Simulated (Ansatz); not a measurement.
Ti₂O

```
Ti O
1.0
     1.47648   -2.55733    0.00000
     1.47648    2.55733    0.00000
     0.00000    0.00000   16.17120
Ti O
6 3
Direct
  0.33333 0.66667 0.36884
  0.33333 0.66667 0.78462
  0.33333 0.66667 0.07673
  0.66667 0.33333 0.63116
  0.66667 0.33333 0.92327
  0.66667 0.33333 0.21538
  0.00000 0.00000 0.29211
  0.00000 0.00000 0.70789
  0.00000 0.00000 0.00000
```

Space group P-3m1; not relaxed (largest force 0.5 eV/Å); computed pressure about −3 GPa in this cell; computed without spin polarisation.

All numbers below come from Ansatz 0.2.0, DFT PBEsol, scalar-relativistic, plane waves, PAW.

Predict the valence pseudo-density and electron localisation function between the atoms.

Ti–O (2.11 Å): the density is about 0.46 e/Å³ at the midpoint; the ELF peaks at about 0.80 in the valence shell of O, 0.6 Å from its nucleus, and is about 0.10 at the midpoint; no localised pair shows between them.
The ELF has a maximum of about 0.80 in the space between the atoms, on no atom or two-centre bond.

Metal or insulator at this level of theory?

It is gapless in this calculation (a metal or semimetal); semilocal functionals without U, or without the true magnetic order, often close the gap of such compounds.

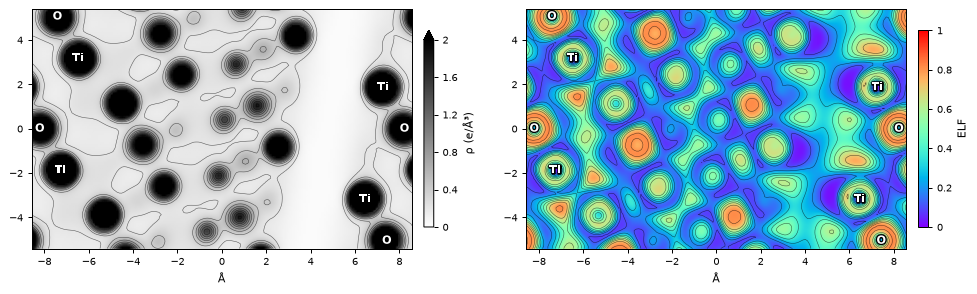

Computed valence pseudo-density and electron localisation function on the (111) plane of the conventional cell, in this order. Atoms just off the plane (Ti, 0.3 Å away and O, 0.4 Å away) can leave unmarked features too.

Core electrons are frozen (PAW), and the valence fields are smoothed inside the atomic spheres.
